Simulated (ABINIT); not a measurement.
Run report: Ge, optical-spectrum calculation (part 2 of 2)

Continued. System: Ge (P6₃/mmc, 4 atoms in the cell). Method: Kohn-Sham DFT of a periodic cell, LDA, PseudoDojo NC SR LDA v0.4.1 standard, no spin polarisation (ABINIT 10.8.3); cutoff 952.4 eV, 8×8×4 k-mesh, fixed occupations. The structure derives from a Materials Project entry.

Geometry of the input (Å; fractional positions):
```
3.9976  0.0000  0.0000
-1.9988  3.4620  0.0000
0.0000  0.0000  6.5994
Ge 0.3333  0.6667  0.9371
Ge 0.6667  0.3333  0.4371
Ge 0.3333  0.6667  0.5629
Ge 0.6667  0.3333  0.0629
```

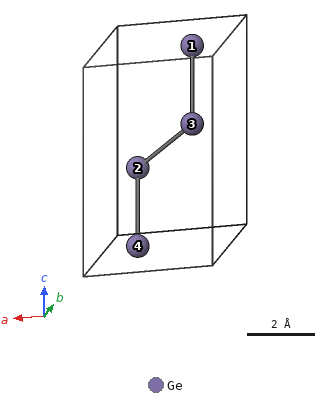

The structure (ball-and-stick view of the cell of the calculation, seen at an oblique angle; atoms are numbered from 1 in the order of the input). An atom can appear more than once, as a periodic image.

**Output, continued**
```
 Cartesian components of stress tensor (hartree/bohr^3)
  sigma(1 1)=  1.30123585E-04  sigma(3 2)=  0.00000000E+00
  sigma(2 2)=  1.30123584E-04  sigma(3 1)=  0.00000000E+00
  sigma(3 3)=  1.38950634E-04  sigma(2 1)=  2.59877118E-13

--- !ResultsGS
iteration_state: {dtset: 1, }
comment   : Summary of ground state results
lattice_vectors:
- [  7.5543424,   0.0000000,   0.0000000, ]
- [ -3.7771712,   6.5422524,   0.0000000, ]
- [  0.0000000,   0.0000000,  12.4710169, ]
lattice_lengths: [   7.55434,    7.55434,   12.47102, ]
lattice_angles: [ 90.000,  90.000, 120.000, ] # degrees, (23, 13, 12)
lattice_volume:   6.1634777E+02
convergence: {deltae: -1.739E-11, res2:  7.930E-14, residm:  4.620E-10, diffor: null, }
etotal    :  -3.56935194E+02
entropy   :   0.00000000E+00
fermie    :   1.40677843E-01
cartesian_stress_tensor: # hartree/bohr^3
- [  1.30123585E-04,   2.59877118E-13,   0.00000000E+00, ]
- [  2.59877118E-13,   1.30123584E-04,   0.00000000E+00, ]
- [  0.00000000E+00,   0.00000000E+00,   1.38950634E-04, ]
pressure_GPa:  -3.9149E+00
xred      :
- [  3.3333E-01,   6.6667E-01,   9.3710E-01, Ge]
- [  6.6667E-01,   3.3333E-01,   4.3710E-01, Ge]
- [  3.3333E-01,   6.6667E-01,   5.6290E-01, Ge]
- [  6.6667E-01,   3.3333E-01,   6.2901E-02, Ge]
cartesian_forces: # hartree/bohr
- [  1.28317228E-27,   2.05788851E-27,   4.87112435E-04, ]
- [ -1.56832168E-27,  -1.56399527E-27,   4.87112435E-04, ]
- [  1.42574698E-28,   7.40839864E-28,  -4.87112435E-04, ]
- [  1.42574698E-28,  -1.23473311E-27,  -4.87112435E-04, ]
force_length_stats: {min:   4.87112435E-04, max:   4.87112435E-04, mean:   4.87112435E-04, }
...

 Integrated electronic density in atomic spheres:
 ------------------------------------------------
 Atom  Sphere_radius  Integrated_density
    1        2.00000         11.57721443
    2        2.00000         11.57721443
    3        2.00000         11.57721443
    4        2.00000         11.57721443
================================================================================

 ----iterations are completed or convergence reached----

 Mean square residual over all n,k,spin=   82.502E-14; max=  46.201E-11
 reduced coordinates (array xred) for    4 atoms
       0.333333333333      0.666666666667      0.937098750000
       0.666666666667      0.333333333333      0.437098750000
       0.333333333333      0.666666666667      0.562901250000
       0.666666666667      0.333333333333      0.062901250000
 rms dE/dt=  3.5073E-03; max dE/dt=  6.0748E-03; dE/dt below (all hartree)
    1      -0.000000000000     -0.000000000000     -0.006074787417
    2       0.000000000000      0.000000000000     -0.006074787417
    3       0.000000000000     -0.000000000000      0.006074787417
    4       0.000000000000      0.000000000000      0.006074787417

 cartesian coordinates (angstrom) at end:
    1     -0.00000000003333     2.30800726272163     6.18426882772256
    2      1.99879292153333     1.15400363136081     2.88457985272256
    3     -0.00000000003333     2.30800726272163     3.71479809727744
    4      1.99879292153333     1.15400363136081     0.41510912227744

 cartesian forces (hartree/bohr) at end:
    1      0.00000000000000     0.00000000000000     0.00048711243457
    2     -0.00000000000000    -0.00000000000000     0.00048711243457
    3      0.00000000000000     0.00000000000000    -0.00048711243457
    4      0.00000000000000    -0.00000000000000    -0.00048711243457
 frms,max,avg= 2.8123450E-04 4.8711243E-04   0.000E+00  0.000E+00  0.000E+00 h/b

 cartesian forces (eV/Angstrom) at end:
    1      0.00000000000000     0.00000000000000     0.02504832849623
    2     -0.00000000000000    -0.00000000000000     0.02504832849623
    3      0.00000000000000     0.00000000000000    -0.02504832849623
    4      0.00000000000000    -0.00000000000000    -0.02504832849623
 frms,max,avg= 1.4461659E-02 2.5048328E-02   0.000E+00  0.000E+00  0.000E+00 e/A
 length scales=  7.554342408265  7.554342408454 12.471016926855 bohr
              =  3.997585843100  3.997585843200  6.599377950000 angstroms
 Fermi (or HOMO) energy (hartree) =   0.14068   Average Vxc (hartree)=  -0.38126
 Eigenvalues (hartree) for nkpt=  20  k points:
 kpt#   1, nband= 28, wtk=  0.00781, kpt=  0.0000  0.0000  0.1250 (reduced coord)
  -0.77955   -0.77955   -0.77828   -0.77828   -0.77818   -0.77773   -0.77712   -0.77712
  -0.77540   -0.77540   -0.77074   -0.77074   -0.77032   -0.76976   -0.76961   -0.76961
  -0.76888   -0.76888   -0.76788   -0.76788   -0.32910   -0.26194   -0.13187    0.08757
   0.08757    0.08967    0.13452    0.14068
 prteigrs : prtvol=0 or 1, do not print more k-points.

--- !EnergyTerms
iteration_state     : {dtset: 1, }
comment             : Components of total free energy in Hartree
kinetic             :  2.67561138403262E+02
hartree             :  1.11297511683344E+02
xc                  : -8.58455553381123E+01
Ewald energy        : -1.96672286965792E+02
psp_core            :  1.10102650801354E+01
local_psp           : -2.79268686348078E+02
non_local_psp       : -1.85017580777738E+02
total_energy        : -3.56935194262979E+02
total_energy_eV     : -9.71270143587417E+03
band_energy         : -3.20473510693485E+01
...

 Cartesian components of stress tensor (hartree/bohr^3)
  sigma(1 1)=  1.30123585E-04  sigma(3 2)=  0.00000000E+00
  sigma(2 2)=  1.30123584E-04  sigma(3 1)=  0.00000000E+00
  sigma(3 3)=  1.38950634E-04  sigma(2 1)=  2.59877118E-13

-Cartesian components of stress tensor (GPa)         [Pressure= -3.9149E+00 GPa]
- sigma(1 1)=  3.82836806E+00  sigma(3 2)=  0.00000000E+00
- sigma(2 2)=  3.82836801E+00  sigma(3 1)=  0.00000000E+00
- sigma(3 3)=  4.08806879E+00  sigma(2 1)=  7.64584880E-09

================================================================================
== DATASET  2 ==================================================================

--- !DatasetInfo
iteration_state: {dtset: 2, }
dimensions: {natom: 4, nkpt: 20, mband: 38, nsppol: 1, nspinor: 1, nspden: 1, mpw: 6118, }
cutoff_energies: {ecut:  35.0, pawecutdg:  -1.0, }
electrons: {nelect:   5.60000000E+01, charge:   0.00000000E+00, occopt:   1.00000000E+00, tsmear:   1.00000000E-02, }
meta: {optdriver: 0, ionmov: 0, optcell: 0, iscf: -2, paral_kgb: 0, }
...

 mkfilename : getden/=0, take file _DEN from output of DATASET   1.

 Exchange-correlation functional for the present dataset will be:
  LDA: Perdew-Wang 92 LSD fit to Ceperley-Alder data - ixc=7
  J.P.Perdew and Y.Wang, PRB 45, 13244 (1992)

 Real(R)+Recip(G) space primitive vectors, cartesian coordinates (Bohr,Bohr^-1):
 R(1)=  7.5543424  0.0000000  0.0000000  G(1)=  0.1323742  0.0764263  0.0000000
 R(2)= -3.7771712  6.5422524  0.0000000  G(2)=  0.0000000  0.1528526  0.0000000
 R(3)=  0.0000000  0.0000000 12.4710169  G(3)=  0.0000000  0.0000000  0.0801859
 Unit cell volume ucvol=  6.1634777E+02 bohr^3
 Angles (23,13,12)=  9.00000000E+01  9.00000000E+01  1.20000000E+02 degrees

 getcut: wavevector=  0.0000  0.0000  0.0000  ngfft=  45  45  72
         ecut(hartree)=     35.000   => boxcut(ratio)=   2.16786
--------------------------------------------------------------------------------

================================================================================
 Non-SCF case, kpt    1 (  0.00000  0.00000  0.12500), residuals and eigenvalues=
  4.38E-13  9.52E-13  3.13E-13  5.71E-13  4.11E-13  4.93E-13  7.55E-13  7.30E-13
  5.45E-13  4.29E-13  3.59E-13  8.15E-13  9.99E-13  4.78E-13  3.78E-13  9.51E-13
  4.16E-13  6.73E-13  5.62E-13  5.75E-13  3.05E-13  4.30E-13  3.26E-13  8.97E-13
  2.77E-13  6.38E-13  4.49E-13  7.07E-13  6.20E-13  2.59E-13  5.62E-13  1.15E-13
  1.84E-13  6.18E-13  7.14E-12  6.43E-10  8.00E-06  5.05E-05
 -7.7955E-01 -7.7955E-01 -7.7828E-01 -7.7828E-01 -7.7818E-01 -7.7773E-01
 -7.7712E-01 -7.7712E-01 -7.7540E-01 -7.7540E-01 -7.7074E-01 -7.7074E-01
 -7.7032E-01 -7.6976E-01 -7.6961E-01 -7.6961E-01 -7.6888E-01 -7.6888E-01
 -7.6788E-01 -7.6788E-01 -3.2910E-01 -2.6194E-01 -1.3187E-01  8.7569E-02
  8.7569E-02  8.9670E-02  1.3452E-01  1.4068E-01  1.4068E-01  1.6994E-01
  2.2662E-01  2.2662E-01  2.4063E-01  3.0272E-01  3.0272E-01  3.6385E-01
  4.1661E-01  4.1665E-01
 prteigrs : prtvol=0 or 1, do not print more k-points.

--- !ResultsGS
iteration_state: {dtset: 2, }
comment   : Summary of ground state results
lattice_vectors:
- [  7.5543424,   0.0000000,   0.0000000, ]
- [ -3.7771712,   6.5422524,   0.0000000, ]
- [  0.0000000,   0.0000000,  12.4710169, ]
lattice_lengths: [   7.55434,    7.55434,   12.47102, ]
lattice_angles: [ 90.000,  90.000, 120.000, ] # degrees, (23, 13, 12)
lattice_volume:   6.1634777E+02
convergence: {deltae:  0.000E+00, res2:  0.000E+00, residm:  9.989E-13, diffor:  0.000E+00, }
etotal    :  -3.56935194E+02
entropy   :   0.00000000E+00
fermie    :   1.40677843E-01
cartesian_stress_tensor: null
pressure_GPa: null
xred      :
- [  3.3333E-01,   6.6667E-01,   9.3710E-01, Ge]
- [  6.6667E-01,   3.3333E-01,   4.3710E-01, Ge]
- [  3.3333E-01,   6.6667E-01,   5.6290E-01, Ge]
- [  6.6667E-01,   3.3333E-01,   6.2901E-02, Ge]
cartesian_forces: null
force_length_stats: {min: null, max: null, mean: null, }
...

 Integrated electronic density in atomic spheres:
 ------------------------------------------------
 Atom  Sphere_radius  Integrated_density
    1        2.00000         11.57721443
    2        2.00000         11.57721443
    3        2.00000         11.57721443
    4        2.00000         11.57721443
================================================================================

 ----iterations are completed or convergence reached----

 Mean square residual over all n,k,spin=   55.390E-14; max=  99.893E-14
 reduced coordinates (array xred) for    4 atoms
       0.333333333333      0.666666666667      0.937098750000
       0.666666666667      0.333333333333      0.437098750000
       0.333333333333      0.666666666667      0.562901250000
       0.666666666667      0.333333333333      0.062901250000

 cartesian coordinates (angstrom) at end:
    1     -0.00000000003333     2.30800726272163     6.18426882772256
    2      1.99879292153333     1.15400363136081     2.88457985272256
    3     -0.00000000003333     2.30800726272163     3.71479809727744
    4      1.99879292153333     1.15400363136081     0.41510912227744
 length scales=  7.554342408265  7.554342408454 12.471016926855 bohr
              =  3.997585843100  3.997585843200  6.599377950000 angstroms
 Eigenvalues (hartree) for nkpt=  20  k points:
 kpt#   1, nband= 38, wtk=  0.00781, kpt=  0.0000  0.0000  0.1250 (reduced coord)
  -0.77955   -0.77955   -0.77828   -0.77828   -0.77818   -0.77773   -0.77712   -0.77712
  -0.77540   -0.77540   -0.77074   -0.77074   -0.77032   -0.76976   -0.76961   -0.76961
  -0.76888   -0.76888   -0.76788   -0.76788   -0.32910   -0.26194   -0.13187    0.08757
   0.08757    0.08967    0.13452    0.14068    0.14068    0.16994    0.22662    0.22662
   0.24063    0.30272    0.30272    0.36385    0.41661    0.41665
 prteigrs : prtvol=0 or 1, do not print more k-points.

================================================================================
== DATASET  3 ==================================================================

--- !DatasetInfo
iteration_state: {dtset: 3, }
dimensions: {natom: 4, nkpt: 20, mband: 34, nsppol: 1, nspinor: 1, nspden: 1, mpw: 6118, }
cutoff_energies: {ecut:  35.0, pawecutdg:  -1.0, }
electrons: {nelect:   5.60000000E+01, charge:   0.00000000E+00, occopt:   1.00000000E+00, tsmear:   1.00000000E-02, }
meta: {optdriver: 8, wfk_task: 7, }
...

 mkfilename : getwfk/=0, take file _WFK from output of DATASET   2.

 Exchange-correlation functional for the present dataset will be:
  LDA: Perdew-Wang 92 LSD fit to Ceperley-Alder data - ixc=7
  J.P.Perdew and Y.Wang, PRB 45, 13244 (1992)

--------------------------------------------------------------------------------

 Computation of velocity matrix elements (DDK)

 Parameters extracted from the Abinit header:
    ecut:     35.0
    nkpt:    256
    mband:   38
    nsppol:  1
    nspinor: 1
    useylm:  0
    inclvkb: 2
    bmin: 1, bmax: 38
    Computing diagonal and off-diagonal matrix elements
    Between band index bmin: 1, bmax: 38

== END DATASET(S) ==============================================================
================================================================================

 -outvars: echo values of variables after computation  --------
            acell      7.5543424083E+00  7.5543424085E+00  1.2471016927E+01 Bohr
           etotal1    -3.5693519426E+02
           etotal3     0.0000000000E+00
            fcart1     1.2831722842E-27  2.0578885101E-27  4.8711243457E-04
                      -1.5683216806E-27 -1.5639952677E-27  4.8711243457E-04
                       1.4257469824E-28  7.4083986365E-28 -4.8711243457E-04
                       1.4257469824E-28 -1.2347331061E-27 -4.8711243457E-04
            fcart3     0.0000000000E+00  0.0000000000E+00  0.0000000000E+00
                       0.0000000000E+00  0.0000000000E+00  0.0000000000E+00
                       0.0000000000E+00  0.0000000000E+00  0.0000000000E+00
                       0.0000000000E+00  0.0000000000E+00  0.0000000000E+00
            rprim      1.0000000000E+00  0.0000000000E+00  0.0000000000E+00
                      -5.0000000000E-01  8.6602540380E-01  0.0000000000E+00
                       0.0000000000E+00  0.0000000000E+00  1.0000000000E+00
           strten1     1.3012358546E-04  1.3012358392E-04  1.3895063404E-04
                       0.0000000000E+00  0.0000000000E+00  2.5987711842E-13
           strten3     0.0000000000E+00  0.0000000000E+00  0.0000000000E+00
                       0.0000000000E+00  0.0000000000E+00  0.0000000000E+00
           xangst     -3.3333133618E-11  2.3080072627E+00  6.1842688277E+00
                       1.9987929215E+00  1.1540036314E+00  2.8845798527E+00
                      -3.3333133618E-11  2.3080072627E+00  3.7147980973E+00
                       1.9987929215E+00  1.1540036314E+00  4.1510912228E-01
             xred      3.3333333333E-01  6.6666666667E-01  9.3709875000E-01
                       6.6666666667E-01  3.3333333333E-01  4.3709875000E-01
                       3.3333333333E-01  6.6666666667E-01  5.6290125000E-01
                       6.6666666667E-01  3.3333333333E-01  6.2901250000E-02
 Calculation completed.
```

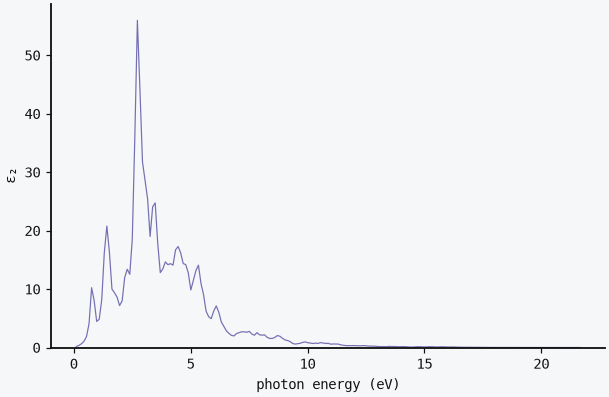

Imaginary part of the dielectric function (first component that the program prints). The highest peak, 56.0, lies at 2.72 eV.
